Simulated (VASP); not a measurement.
# SrO: structure and properties in VASP, part 2 of 4

Aim: relax SrO, then compute properties on the relaxed cell. The start is a cell from a database of measured crystal structures.

VASP 6.6.1; LDA; plane waves and PAW (Sr_sv, O).

So far, gap on the k-mesh (eV): step 2 (relaxing cell and atoms (LDA)) 3.13. The relaxed cell has a = 5.078 Å (conventional setting).

The database entry behind the starting cell differs from later determinations by our own check (about 0.5 % short), so it need not match the best structure at ambient conditions.

## (4) Density, ELF and potential (LDA)

A single point on the relaxed cell gives a clean self-consistent state, with density, ELF and potential written out.

INCAR reads:

```
SYSTEM = SrO
PREC = Accurate
ENCUT = 520
EDIFF = 1E-06
NELM = 100
ISMEAR = 0
SIGMA = 0.05
LREAL = .FALSE.
ALGO = Normal
GGA = CA
NBANDS = 14
LORBIT = 11
LWAVE = .FALSE.
LCHARG = .TRUE.
ISIF = 2
LELF = .TRUE.
LVHAR = .TRUE.
```

POSCAR reads:

```
SrO
1.0
    0.0000000000      2.5389439424      2.5389439424
    2.5389439424      0.0000000000      2.5389439424
    2.5389439424      2.5389439424      0.0000000000
Sr O
1 1
Direct
    0.5000000000      0.5000000000      0.5000000000
    0.0000000000      0.0000000000      0.0000000000
```

KPOINTS reads:

```
Automatic mesh
0
Gamma
9 9 9
0 0 0
```

Potentials, in the order of the species: Sr_sv and O (LDA family, release 64).

The run is started by

```
> mpirun -np 2 vasp_std
```

Log:

```text
[banner, memory and clock lines left out]
running    2 mpi-ranks, on    1 nodes
 distrk:  each k-point on    2 cores,    1 groups
 distr:  one band on    1 cores,    2 groups

 POSCAR found type information on POSCAR SrO
 POSCAR found :  2 types and       2 ions
 LDA part: xc-table for (Slater(with rela. corr.)+CA(PZ))
 , standard interpolation
 POSCAR, INCAR and KPOINTS ok, starting setup
 FFT: planning ... GRIDC
 FFT: planning ... GRID_SOFT
 FFT: planning ... GRID
 WAVECAR not read
 entering main loop
       N       E                     dE             d eps       ncg     rms          rms(c)
DAV:   1     0.625087492047E+02    0.62509E+02   -0.79950E+03   980   0.109E+03
[... 2 cycles as in an earlier step ...]
DAV:   4    -0.155813536255E+02   -0.86184E-01   -0.86130E-01  1254   0.494E+00
[... 5 cycles as in an earlier step ...]
DAV:  10    -0.133875938461E+02    0.93372E-04   -0.31539E-04  1076   0.197E-01    0.154E-01
[... 1 cycle as in an earlier step ...]
DAV:  12    -0.133876158613E+02   -0.14842E-05   -0.36508E-06  1120   0.152E-02    0.122E-02
DAV:  13    -0.133876155097E+02    0.35162E-06   -0.15082E-06   838   0.925E-03
   1 F= -.13387616E+02 E0= -.13387616E+02  d E =-.111893E-10
```

Run time: 9.4 s. Hardware: 2 MPI ranks of AMD EPYC 7R43, shared host; peak memory 0.19 GiB.

OUTCAR, selected parts (step 4):

```text
The static configuration has the point symmetry O_h .

 Found     35 irreducible k-points:

   NELECT =      16.0000    total number of electrons

 E-fermi :   1.7316

  Total       -0.0027614     -0.0027614     -0.0027614      0.0000000      0.0000000      0.0000000
  in kB       -0.1351587     -0.1351587     -0.1351587      0.0000000      0.0000000      0.0000000
  external PRESSURE =      -0.1351587 kB  Pullay stress =       0.0000000 kB

 POSITION                                       TOTAL-FORCE (eV/Angst)
 -----------------------------------------------------------------------------------
      2.53894      2.53894      2.53894        -0.000000     -0.000000     -0.000000
      0.00000      0.00000      0.00000         0.000000      0.000000      0.000000
 -----------------------------------------------------------------------------------
    total drift:                                0.000000      0.000000      0.000000

[... 18 parts as in an earlier step ...]
```

Numbers from this step:

- SCF cycles: 13

Valence electrons inside each PAW sphere by angular momentum. Sphere charges, by row:

| atom | s (e) | p (e) | d (e) | tot (e) |
| --- | --- | --- | --- | --- |
| Sr1 | 2.02 | 5.816 | 0.281 | 8.116 |
| O2 | 1.542 | 3.413 | 0 | 4.956 |

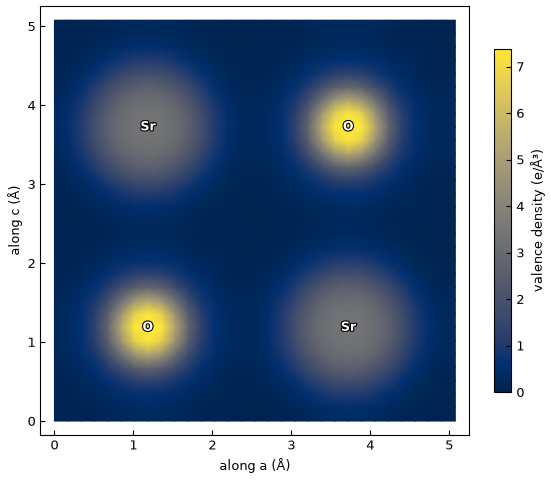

Valence density in the ac plane of the conventional cell at fractional y = 0.000, with atoms of Sr and O within 0.2 Å of it. It is the smooth field of the valence electrons, not physical close to the nuclei. The map starts off the cell's origin, so that atoms lie inside it.

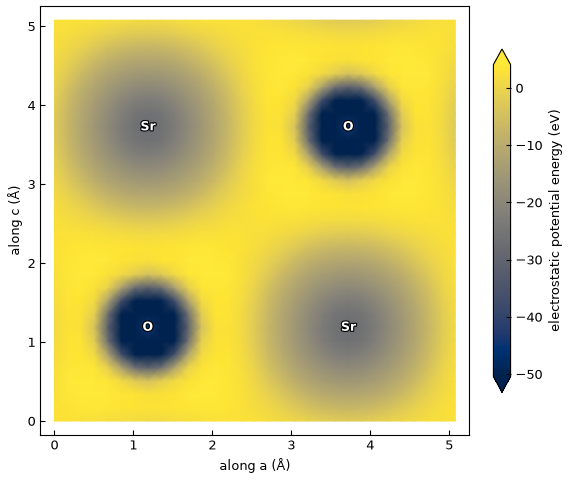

Electrostatic potential energy in the ac plane of the conventional cell at fractional y = 0.000, with atoms of Sr and O within 0.2 Å of it. With pseudopotentials it is smooth inside the atoms' cores, unlike the true potential. The map starts off the cell's origin, so that atoms lie inside it.

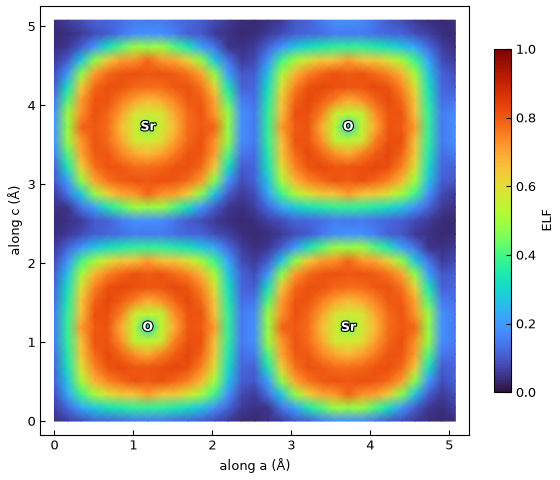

ELF in the ac plane of the conventional cell at fractional y = 0.000, with atoms of Sr and O within 0.2 Å of it. It is the smooth field of the valence electrons, not physical close to the nuclei. The map starts off the cell's origin, so that atoms lie inside it.

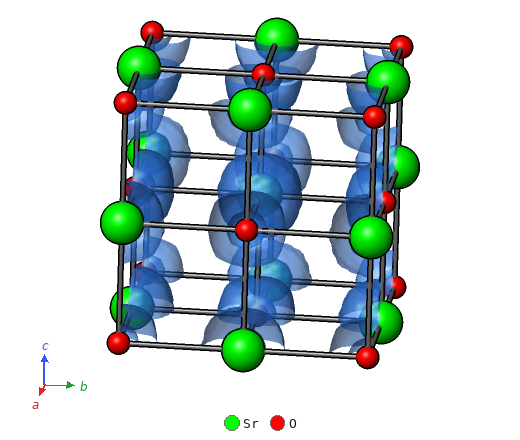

Surface of ELF = 0.75.

In this run the pressure is -0.01 GPa, small enough to go on.

## (5) Band structure (LDA)

The mesh alone shows little of the dispersion and can miss band extrema, so KPOINTS_OPT adds a path through the symmetry points after the self-consistent cycle.

INCAR reads:

```
SYSTEM = SrO
PREC = Accurate
ENCUT = 520
EDIFF = 1E-06
NELM = 100
ISMEAR = 0
SIGMA = 0.05
LREAL = .FALSE.
ALGO = Normal
GGA = CA
NBANDS = 20
LORBIT = 11
LWAVE = .FALSE.
LCHARG = .FALSE.
KPAR = 2
```

POSCAR is that of step 4.

KPOINTS is that of step 4.

KPOINTS_OPT reads:

```
Line mode
16
Line-mode
Reciprocal
  0.00000000   0.00000000   0.00000000 GAMMA
  0.50000000   0.00000000   0.50000000 X

  0.50000000   0.00000000   0.50000000 X
  0.50000000   0.25000000   0.75000000 W

  0.50000000   0.25000000   0.75000000 W
  0.37500000   0.37500000   0.75000000 K

  0.37500000   0.37500000   0.75000000 K
  0.00000000   0.00000000   0.00000000 GAMMA

  0.00000000   0.00000000   0.00000000 GAMMA
  0.50000000   0.50000000   0.50000000 L

  0.50000000   0.50000000   0.50000000 L
  0.62500000   0.25000000   0.62500000 U

  0.62500000   0.25000000   0.62500000 U
  0.50000000   0.25000000   0.75000000 W

  0.50000000   0.25000000   0.75000000 W
  0.50000000   0.50000000   0.50000000 L

  0.50000000   0.50000000   0.50000000 L
  0.37500000   0.37500000   0.75000000 K

  0.62500000   0.25000000   0.62500000 U
  0.50000000   0.00000000   0.50000000 X
```

The run is started by

```
> mpirun -np 2 vasp_std
```

Log:

```text
[... set-up lines as in an earlier step ...]
 entering main loop
       N       E                     dE             d eps       ncg     rms          rms(c)
DAV:   1     0.639439461178E+02    0.63944E+02   -0.74946E+03  1400   0.765E+02
DAV:   2    -0.126561834674E+02   -0.76600E+02   -0.72453E+02  1796   0.192E+02
DAV:   3    -0.155197801796E+02   -0.28636E+01   -0.28344E+01  1976   0.297E+01
DAV:   4    -0.155817084176E+02   -0.61928E-01   -0.61890E-01  1788   0.334E+00
DAV:   5    -0.155821958596E+02   -0.48744E-03   -0.48744E-03  1684   0.268E-01    0.185E+01
DAV:   6    -0.136073185552E+02    0.19749E+01   -0.33759E+00  1528   0.147E+01    0.222E+01
DAV:   7    -0.134362086463E+02    0.17111E+00   -0.19319E-01  1648   0.370E+00    0.123E+01
DAV:   8    -0.133868739747E+02    0.49335E-01   -0.15773E-01  1868   0.268E+00    0.137E+00
DAV:   9    -0.133877852354E+02   -0.91126E-03   -0.55935E-03  2064   0.332E-01    0.418E-01
DAV:  10    -0.133876247332E+02    0.16050E-03   -0.21821E-04  1572   0.116E-01    0.207E-01
DAV:  11    -0.133876143763E+02    0.10357E-04   -0.12481E-04  1672   0.859E-02    0.322E-02
DAV:  12    -0.133876154865E+02   -0.11102E-05   -0.66549E-06  1684   0.191E-02    0.854E-03
DAV:  13    -0.133876155374E+02   -0.50819E-07   -0.23113E-07   944   0.463E-03
   1 F= -.13387616E+02 E0= -.13387616E+02  d E =-.444825E-22
 Start KPOINTS_OPT (optional k-point list driver)
k-point batch [1-35\160]
       N       E                     dE             ncg
DAV:   1    -0.270647011873E+04   -0.20419E+05     1400
DAV:   2    -0.534382593646E+04   -0.26374E+04     1836
DAV:   3    -0.544783330383E+04   -0.10401E+03     2092
DAV:   4    -0.544982993635E+04   -0.19966E+01     1656
DAV:   5    -0.544984429582E+04   -0.14359E-01     1772
DAV:   6    -0.544984450131E+04   -0.20549E-03     1648
DAV:   7    -0.544984450470E+04   -0.33939E-05     1568
DAV:   8    -0.544984450478E+04   -0.82798E-07     1108
[...]
k-point batch [141-160\160]
       N       E                     dE             ncg
DAV:   1     0.740818727504E+04   -0.14913E+05      800
DAV:   2     0.590456810115E+04   -0.15036E+04     1084
DAV:   3     0.584531550014E+04   -0.59253E+02     1188
DAV:   4     0.584423532705E+04   -0.10802E+01      888
DAV:   5     0.584422227477E+04   -0.13052E-01      980
DAV:   6     0.584422209828E+04   -0.17649E-03      960
DAV:   7     0.584422209538E+04   -0.28935E-05      872
DAV:   8     0.584422209532E+04   -0.62500E-07      636
```

The job ended after 36 s (2 MPI ranks; peak memory 0.28 GiB).

OUTCAR, selected parts (step 5):

```text
   k-points           NKPTS =     35   k-points in BZ     NKDIM =     35   number of bands    NBANDS=     20

   NELECT =      16.0000    total number of electrons

 E-fermi :   1.8559

 k-point     1 :       0.0000    0.0000    0.0000
  band No.  band energies     occupation
    ...
      4     -12.1134      2.00000
      5     -12.1134      2.00000
      6       1.5303      2.00000
      7       1.5303      2.00000
      8       1.5303      2.00000
      9       5.6027      0.00000
     10       7.7122      0.00000
     11       7.7122      0.00000
     12       7.7122      0.00000
     13      10.0245      0.00000
    ...

  Total       -0.0022933     -0.0022933     -0.0022933     -0.0000000     -0.0000000     -0.0000000
  in kB       -0.1122506     -0.1122506     -0.1122506     -0.0000000     -0.0000000     -0.0000000
  external PRESSURE =      -0.1122506 kB  Pullay stress =       0.0000000 kB

 POSITION                                       TOTAL-FORCE (eV/Angst)
 -----------------------------------------------------------------------------------
      2.53894      2.53894      2.53894        -0.000000      0.000000      0.000000
      0.00000      0.00000      0.00000         0.000000     -0.000000     -0.000000
 -----------------------------------------------------------------------------------
    total drift:                                0.000000      0.000000      0.000000

  FREE ENERGIE OF THE ION-ELECTRON SYSTEM (eV)
  ---------------------------------------------------
  free  energy   TOTEN  =       -13.3876155374 eV

  energy  without entropy=      -13.3876155374  energy(sigma->0) =      -13.38761554

[... 8 parts as in an earlier step ...]

[... 8 further parts left out ...]
```

This step gave:

```yaml
bands: 20
fermi_energy: 1.856 eV
pressure: -0.01123 GPa
least_gap_on_mesh_and_path: 3.068 eV
least_direct_gap_on_mesh_and_path: 3.123 eV
conduction_bottom_at_k: 0.5, 0, 0.5
least_direct_gap_at_k: 0.5, 0, 0.5
```

The electronic bands at the labelled points (eV, zero at the valence-band top; v1 is the highest filled band, c1 the lowest empty one):

| point | v3 | v2 | v1 | c1 | c2 | c3 | c4 |
| --- | --- | --- | --- | --- | --- | --- | --- |
| Γ | 0.00 | 0.00 | 0.00 | 4.07 | 6.18 | 6.18 | 6.18 |
| X | -0.35 | -0.06 | -0.06 | 3.07 | 8.05 | 10.44 | 10.51 |
| W | -1.21 | -0.40 | -0.40 | 5.99 | 5.99 | 8.90 | 11.47 |
| K | -1.00 | -0.60 | -0.42 | 4.69 | 7.99 | 9.03 | 10.41 |
| Γ | 0.00 | 0.00 | 0.00 | 4.07 | 6.18 | 6.18 | 6.18 |
| L | -2.32 | -1.24 | -1.24 | 6.61 | 8.57 | 9.02 | 9.02 |
| U | -1.00 | -0.60 | -0.42 | 4.69 | 7.99 | 9.03 | 10.41 |
| W | -1.21 | -0.40 | -0.40 | 5.99 | 5.99 | 8.90 | 11.47 |
| L | -2.32 | -1.24 | -1.24 | 6.61 | 8.57 | 9.02 | 9.02 |
| K | -1.00 | -0.60 | -0.42 | 4.69 | 7.99 | 9.03 | 10.41 |
| jump to U | -1.00 | -0.60 | -0.42 | 4.69 | 7.99 | 9.03 | 10.41 |
| X | -0.35 | -0.06 | -0.06 | 3.07 | 8.05 | 10.44 | 10.51 |

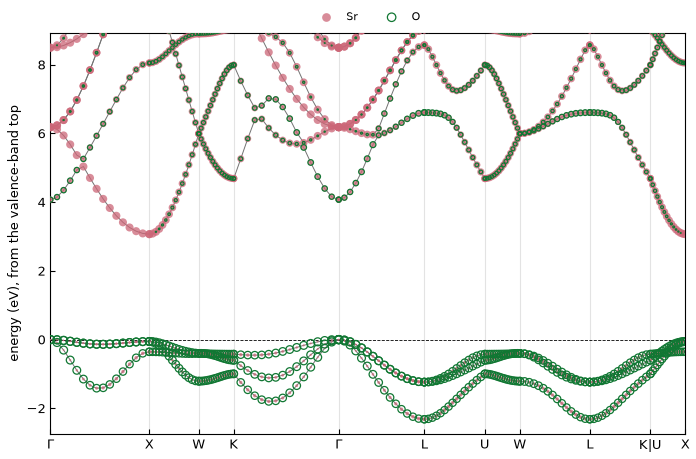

Electronic bands along the path; dots are coloured as in the legend, and their area grows with the weight.

The path lowers the gap by 0.06 eV against the mesh alone, so a band edge lies off the mesh.

The path shows an indirect gap of 3.07 eV (valence top at Γ, conduction bottom at X). The least direct gap is 3.12 eV.

## (6) Total and projected DOS (LDA)

Here the states are counted by energy and projected on the atoms. The mesh is finer than in the run before.

Edit INCAR of step 5 so:

```diff
@@ -5,3 +5,3 @@
 NELM = 100
-ISMEAR = 0
+ISMEAR = -5
 SIGMA = 0.05
@@ -15 +15,2 @@
 KPAR = 2
+NEDOS = 2001
```

POSCAR is that of step 5.

KPOINTS reads:

```
Automatic mesh
0
Gamma
13 13 13
0 0 0
```

The run is started by

```
> mpirun -np 2 vasp_std
```

Log:

```text
[... set-up lines as in an earlier step ...]
 entering main loop
       N       E                     dE             d eps       ncg     rms          rms(c)
DAV:   1     0.627343455361E+02    0.62734E+02   -0.73866E+03  3376   0.758E+02
DAV:   2    -0.124409596439E+02   -0.75175E+02   -0.71270E+02  4188   0.191E+02
DAV:   3    -0.155028816877E+02   -0.30619E+01   -0.30271E+01  4824   0.304E+01
DAV:   4    -0.155815790525E+02   -0.78697E-01   -0.78656E-01  4120   0.353E+00
DAV:   5    -0.155822005667E+02   -0.62151E-03   -0.62150E-03  4208   0.282E-01    0.185E+01
DAV:   6    -0.136051705441E+02    0.19770E+01   -0.34005E+00  3680   0.147E+01    0.221E+01
DAV:   7    -0.134360510083E+02    0.16912E+00   -0.20207E-01  3800   0.370E+00    0.123E+01
DAV:   8    -0.133870070656E+02    0.49044E-01   -0.16282E-01  4536   0.270E+00    0.128E+00
DAV:   9    -0.133877943442E+02   -0.78728E-03   -0.53947E-03  4948   0.338E-01    0.404E-01
DAV:  10    -0.133876270936E+02    0.16725E-03   -0.26034E-04  3840   0.127E-01    0.187E-01
DAV:  11    -0.133876198636E+02    0.72300E-05   -0.12637E-04  4100   0.834E-02    0.324E-02
DAV:  12    -0.133876208050E+02   -0.94141E-06   -0.61995E-06  3876   0.197E-02
   1 F= -.13387621E+02 E0= -.13387621E+02  d E =0.000000E+00
```

Wall time 23 s (2 MPI ranks); peak memory 0.28 GiB; 44 s of CPU time.

From OUTCAR (step 6):

```text
   k-points           NKPTS =     84   k-points in BZ     NKDIM =     84   number of bands    NBANDS=     20

   NELECT =      16.0000    total number of electrons

 E-fermi :   1.5557

 k-point     1 :       0.0000    0.0000    0.0000
  band No.  band energies     occupation
    ...
      4     -12.1142      2.00000
      5     -12.1142      2.00000
      6       1.5304      2.00000
      7       1.5304      2.00000
      8       1.5304      2.00000
      9       5.6028      0.00000
     10       7.7120      0.00000
     11       7.7120      0.00000
     12       7.7120      0.00000
     13      10.0242      0.00000
    ...

  Total        0.0040652      0.0040652      0.0040652      0.0000000      0.0000000     -0.0000000
  in kB        0.1989777      0.1989777      0.1989777      0.0000000      0.0000000     -0.0000000
  external PRESSURE =       0.1989777 kB  Pullay stress =       0.0000000 kB

 POSITION                                       TOTAL-FORCE (eV/Angst)
 -----------------------------------------------------------------------------------
      2.53894      2.53894      2.53894         0.000000     -0.000000      0.000000
      0.00000      0.00000      0.00000        -0.000000      0.000000     -0.000000
 -----------------------------------------------------------------------------------
    total drift:                                0.000000      0.000000      0.000000

  FREE ENERGIE OF THE ION-ELECTRON SYSTEM (eV)
  ---------------------------------------------------
  free  energy   TOTEN  =       -13.3876208050 eV

  energy  without entropy=      -13.3876208050  energy(sigma->0) =      -13.38762080

[... 7 parts as in an earlier step ...]

[... 9 further parts left out ...]
```

This step gave:

| Quantity | Value |
| --- | --- |
| SCF cycles | 12 |
| irreducible k-points | 84 |
| Fermi energy | 1.556 eV |
| pressure | 0.01990 GPa |
| conduction bottom at k | 0.4615, 0.4615, 0 |
| least direct gap at k | 0.4615, 0.4615, 0 |
| gap on the k-mesh | 3.097 eV |
| least direct gap on the k-mesh | 3.157 eV |

The density of states has structure finer than the step of the table below, so its rows give means over 2 eV, whole bins alone (the curve runs from -12.0 to 11.0 eV). Peaks (eV: height): total -0.4: 6.57, 7.4: 1.84, 9.1: 3.49; O p -0.4: 3.87; Sr d -1.1: 0.288, 9.1: 1.91; Sr p -0.4: 0.417, 7.4: 0.104, 9.2: 0.0925; Sr s -1.7: 0.0702, 7.1: 0.0649, 9.1: 0.0247.

States under -12.0 eV and over 11.0 eV are left out. Density of states against energy, zero at the valence-band top; means over each step; values in states/eV/cell:

| energy (eV) | total | O p | Sr d | Sr p | Sr s | O s |
| --- | --- | --- | --- | --- | --- | --- |
| -4 | 0 | 0 | 0 | 0 | 0 | 0 |
| -2 | 1.11 | 0.577 | 0.0594 | 0.0186 | 0.0268 | 0.00128 |
| 0 | 1.89 | 1.12 | 0.0718 | 0.0840 | 0.00327 | 0.00124 |
| 2 | 7.4e-6 | 0 | 2.8e-6 | 0 | 0 | 0 |
| 4 | 0.325 | 0.0170 | 0.117 | 0.00178 | 0.00312 | 0.00201 |
| 6 | 1.11 | 0.131 | 0.345 | 0.0263 | 0.0287 | 0.0177 |
| 8 | 1.34 | 0.107 | 0.559 | 0.0499 | 0.0259 | 0.0313 |

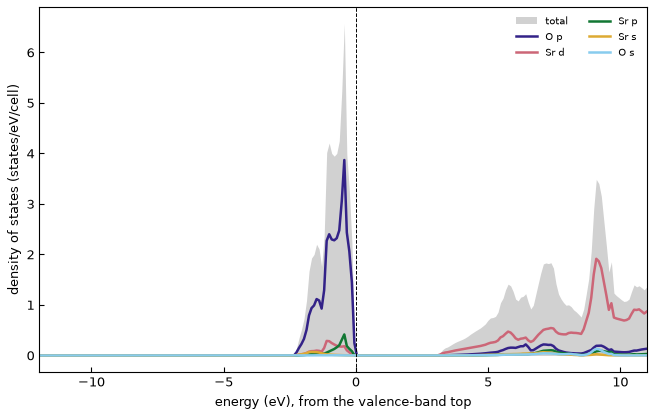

Density of states, plotted against energy.

The gap on this mesh is 3.10 eV. In the top eV of the valence band the largest shares in the PAW spheres are O p 59 %; in the lowest eV of the conduction band, Sr d 38 %. The rest lies in smaller channels or between the spheres.

[end of part 2 of 4]

[Lines on the potential files, build, host, timing and source positions are cut from VASP's logs without a mark.]

[Logs are printed without paths, hosts, clocks, repeated set-up lines and the standing remarks that a program may print on its own settings, such as how far it seeks lower states.]

[Hosts, paths, dates, database ids (printed as entryN), source tags and the programs' standing remarks are cut or masked in the printed files.]

[A measured line is paired with the nearest computed mode of its activity, which favours agreement.]
